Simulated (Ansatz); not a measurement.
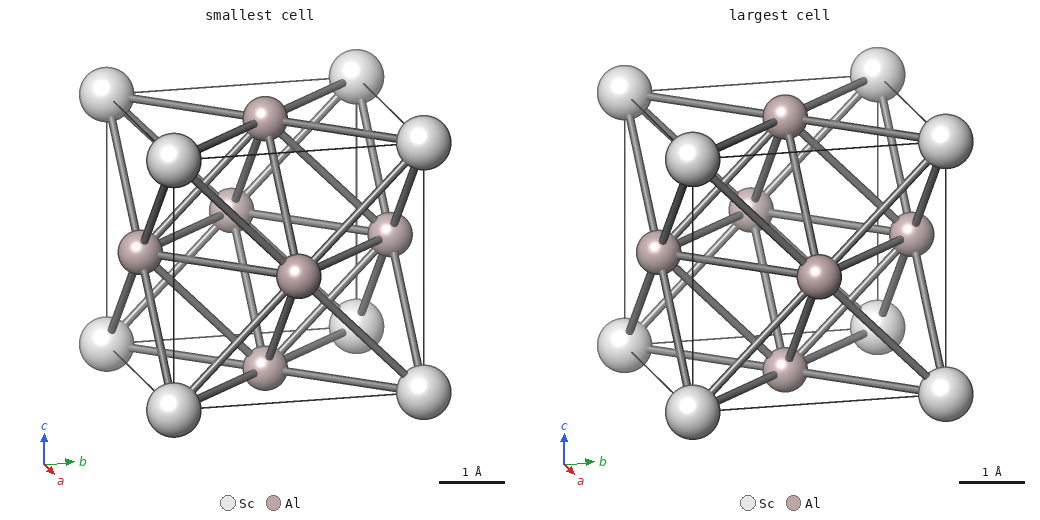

ScAl₃, Cu₃Au (L1₂) type, space group Pm-3m (No. 221), relaxed (cell and atoms, zero pressure) with four choices of dispersion term on top of PBEsol; the smallest and the largest of the relaxed conventional cells are drawn to one scale (sticks follow a distance rule). The start was a structure listed in the Materials Project.

Alike in all runs: Ansatz 0.2.0; functional PBEsol; potentials Ansatz PAW; cutoff 420 eV; k mesh 7 × 7 × 7 on the run's cell of 4 atoms; occupations fermi-dirac, width 0.05 eV; no spin polarisation; no spin-orbit coupling. All runs are metallic.

```tsv
level	volume (Å³/atom)	a (Å)
D3(BJ)-ATM	16.31	4.026
none	?	?
D4	16.54	4.044
D3(BJ)	16.23	4.019
```

**What does none give?**

Volume 16.87 Å³/atom; a 4.071 Å. That is the largest volume of all.

**Order the levels by the relaxed volume, smallest first.**

D3(BJ) (16.23 Å³/atom), D3(BJ)-ATM (16.31 Å³/atom), D4 (16.54 Å³/atom), none (16.87 Å³/atom). Rows within a few tenths of a per cent can't be told apart.

Caveat: the plane-wave basis is chosen anew once the cell has moved, so the energies of steps on either side of that aren't comparable; pairwise dispersion terms can overbind metals strongly.
